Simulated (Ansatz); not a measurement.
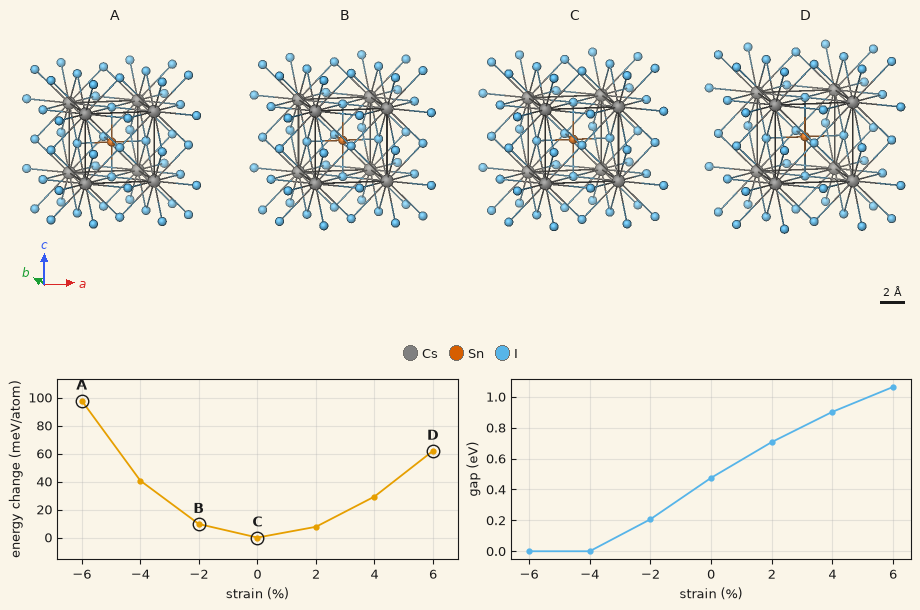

Members of a series of calculations on a crystal of CsSnI$_{3}$ (set up in Pm-3m), marked on the first curve. A ball-and-stick model of the cell of the calculation, seen slightly off an axis.

Computed with DFT PBE, scalar-relativistic, plane waves, PAW in Ansatz 0.2.0. Set-up: plane-wave cutoff 420 eV; k-point mesh 6 × 6 × 6; occupations gaussian; smearing width 0.02 eV; no spin polarisation.

Which kind of strain is it, and how does the structure respond?

Answer. Equal strain along all axes, cell held, atoms relaxed. A (strain −6.0 %): energy change 97.8 meV/atom, volume 41.21 Å³ per atom, gap 0.00 eV. B (strain −2.0 %): energy change 9.7 meV/atom, volume 46.69 Å³ per atom, gap 0.21 eV. C (strain 0.0 %): energy change 0.0 meV/atom, volume 49.61 Å³ per atom, gap 0.48 eV. D (strain 6.0 %): energy change 62.0 meV/atom, volume 59.09 Å³ per atom, gap 1.06 eV. The rest compares A with D. The drawn cell changes as follows: a = b = c 5.906 → 6.660 Å (+12.8 %); the volume changes by +43.4 %. Some distances before and after: Cs–I 4.176 → 4.709 Å, I–Sn 2.953 → 3.330 Å.
